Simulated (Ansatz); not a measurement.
Al₃Ga₂As₅

```
Al Ga As
1.0
     4.05524    0.00000    0.00000
     0.00000    4.05524    0.00000
     0.00000    0.00000   28.67774
Al Ga As
6 4 10
Direct
  0.00000 0.00000 0.00000
  0.50000 0.50000 0.50000
  0.50000 0.50000 0.09981
  0.00000 0.00000 0.59981
  0.00000 0.00000 0.40019
  0.50000 0.50000 0.90019
  0.00000 0.00000 0.19987
  0.50000 0.50000 0.69987
  0.50000 0.50000 0.30013
  0.00000 0.00000 0.80013
  0.00000 0.50000 0.14953
  0.50000 0.00000 0.64953
  0.50000 0.00000 0.25000
  0.00000 0.50000 0.75000
  0.00000 0.50000 0.35047
  0.50000 0.00000 0.85047
  0.50000 0.00000 0.45009
  0.00000 0.50000 0.95009
  0.50000 0.00000 0.04991
  0.00000 0.50000 0.54991
```

Space group I-4m2; a structure generated by program, which may or may not match a known phase.

The calculation used Ansatz, DFT PBE, scalar-relativistic, plane waves, PAW.

Core electrons are frozen (PAW), and the valence fields are smoothed inside the atomic spheres.

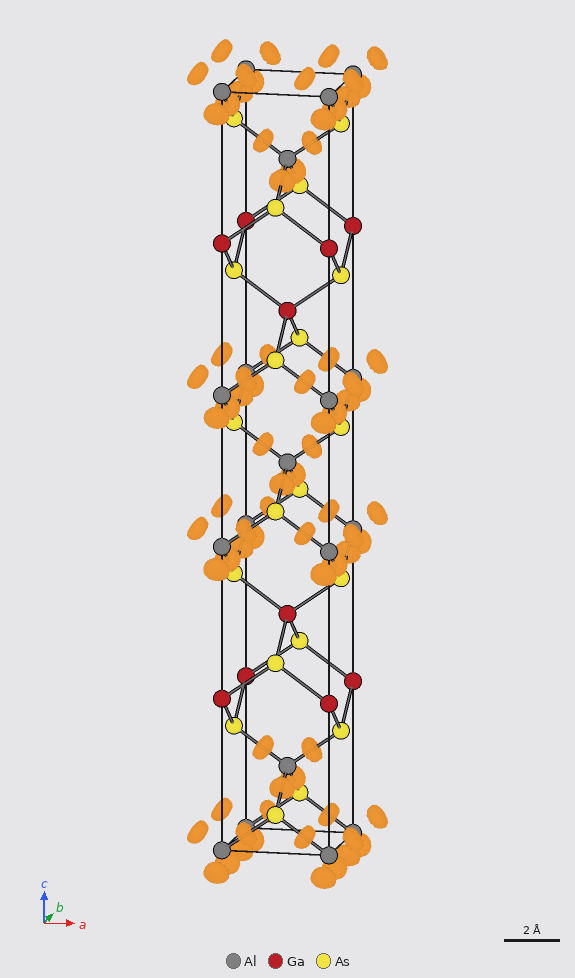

Figure 1. Isosurface of the ELF at 0.85 (orange), seen slightly off an axis. Core shells and regions of very low density are left out. Sticks mark near contacts.

**Identify the bonds, lone pairs and shells in this picture.**

At this value the surface marks out 24 regions between bonded Al–As atoms (shared pairs), counted in one cell of 20 atoms. Any copies at cell faces, edges or corners count once.


Al–As (2.48 Å): the ELF peaks at about 0.95 between the atoms, as expected for a shared electron pair. Ga–As (2.49 Å): the ELF peaks at about 0.80 between the atoms, as expected for localised, covalent bonding.

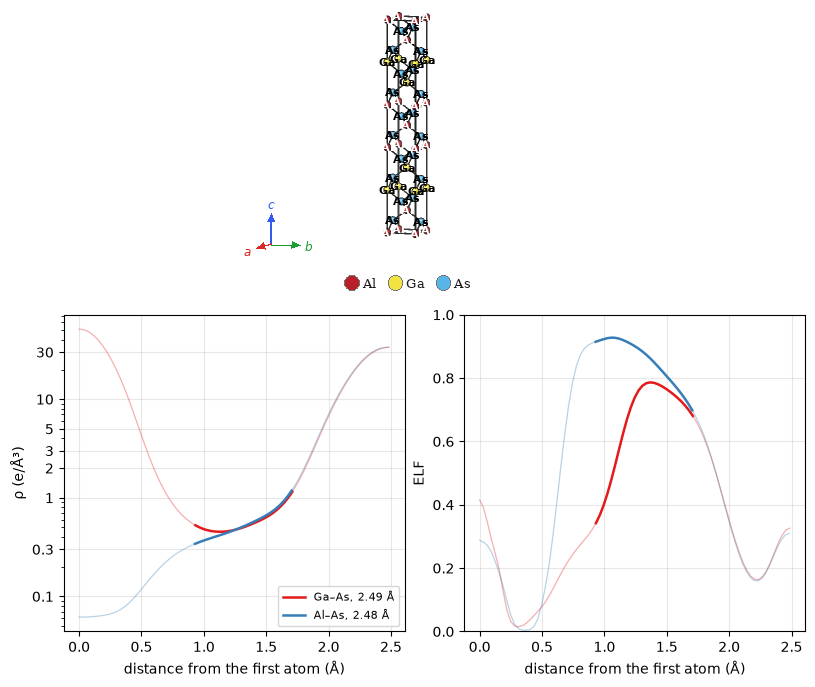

Figure 2. Valence charge density (pseudo) and electron localisation function along straight lines between neighbouring atoms. Thin, pale parts lie inside the atomic spheres. The structure is drawn too.

**What kind of bonding do the profiles show?**

Ga–As (2.49 Å): ρ is about 0.47 e/Å³ halfway; the ELF peaks at about 0.80 between the atoms, as expected for localised, covalent bonding.
Al–As (2.48 Å): the density is about 0.47 e/Å³ at the midpoint; the ELF peaks at about 0.95 between the atoms; a covalent bond.

**Metal or insulator at this level of theory?**

It is gapped, with a Kohn–Sham gap of 1.0 eV on the k-point mesh, an upper bound to the gap of this method.

**Which way does charge flow, and how much by Bader's partition?**

Electrons move from Al and Ga towards As. Bader charges: Al +1.94, Ga +0.68 and As −1.94 to −0.67 e.
